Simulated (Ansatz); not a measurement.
```cif
data_structure
_symmetry_space_group_name_H-M 'P 1'
_symmetry_Int_Tables_number 1
_cell_length_a 3.1690
_cell_length_b 3.1690
_cell_length_c 12.3240
_cell_angle_alpha 90.000
_cell_angle_beta 90.000
_cell_angle_gamma 120.000
_cell_volume 107.18
loop_
_atom_site_label
_atom_site_type_symbol
_atom_site_fract_x
_atom_site_fract_y
_atom_site_fract_z
_atom_site_occupancy
Mo1 Mo 0.33333 0.66667 0.25000 1
Mo2 Mo 0.66667 0.33333 0.75000 1
S1 S 0.33333 0.66667 0.62300 1
S2 S 0.33333 0.66667 0.87700 1
S3 S 0.66667 0.33333 0.12300 1
S4 S 0.66667 0.33333 0.37700 1
```

Space group P6₃/mmc; computed without spin polarisation.

Computed with Ansatz 0.2.0, DFT PBE, plane waves, PAW.

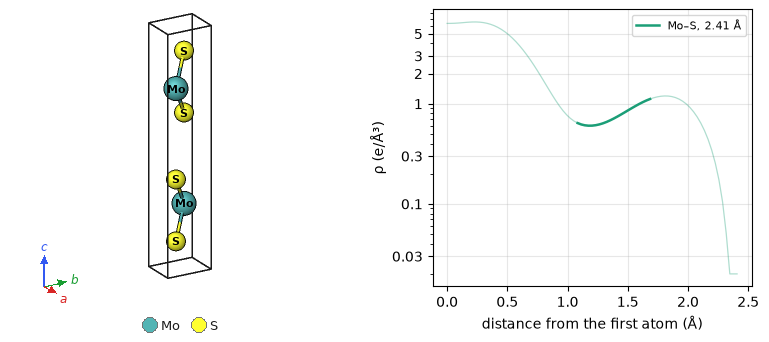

MoS₂. Valence pseudo-density along straight lines between neighbouring atoms. Thin, pale parts lie inside the atomic spheres. The structure is drawn too.

The density is the valence pseudo-density of a PAW calculation; it isn't the true density close to the nuclei.

> What can be read from the curves?

Mo–S (2.41 Å): ρ is about 0.6 e/Å³ halfway.
